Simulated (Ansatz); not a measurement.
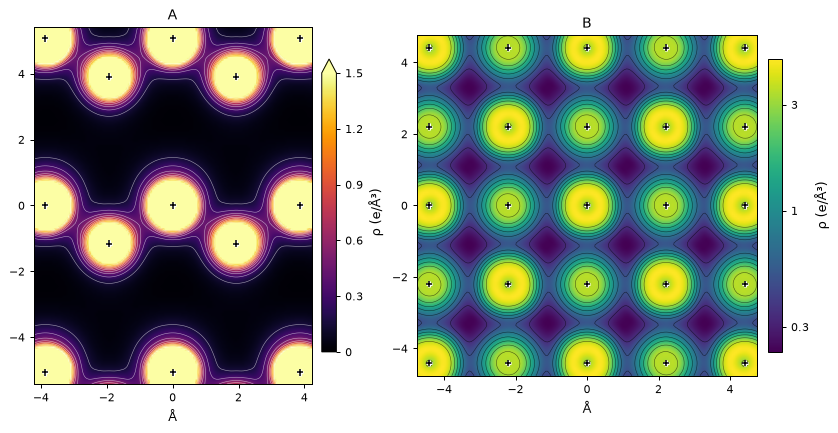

The valence charge density (pseudo) of 2 systems, each on a plane through atoms (crosses mark nuclei in the plane).

Method: Ansatz, DFT PBE, scalar-relativistic, plane waves, PAW.

System 1: TaN, the (001) plane of the conventional cell. Space group Fm-3m; PAW files of the earlier set (soft_1).

```cif
data_structure
_symmetry_space_group_name_H-M 'P 1'
_symmetry_Int_Tables_number 1
_cell_length_a 4.4162
_cell_length_b 4.4162
_cell_length_c 4.4162
_cell_angle_alpha 90.000
_cell_angle_beta 90.000
_cell_angle_gamma 90.000
_cell_volume 86.13
loop_
_atom_site_label
_atom_site_type_symbol
_atom_site_fract_x
_atom_site_fract_y
_atom_site_fract_z
_atom_site_occupancy
Ta1 Ta 0.50000 0.00000 0.00000 1
Ta2 Ta 0.00000 0.50000 0.00000 1
Ta3 Ta 0.00000 0.00000 0.50000 1
Ta4 Ta 0.50000 0.50000 0.50000 1
N1 N 0.00000 0.00000 0.00000 1
N2 N 0.50000 0.50000 0.00000 1
N3 N 0.50000 0.00000 0.50000 1
N4 N 0.00000 0.50000 0.50000 1
```

System 2: SnO, the (010) plane of the conventional cell. Space group P4/nmm; PAW files of the earlier set (soft_1).

Match each panel to its system.

Panel A is system 2, SnO: the plane holds Sn and O. Sn–O (2.25 Å): the density is about 0.44 e/Å³ at the midpoint. Panel B is system 1, TaN: the plane holds Ta and N. Ta–N (2.21 Å): ρ is about 0.53 e/Å³ halfway.
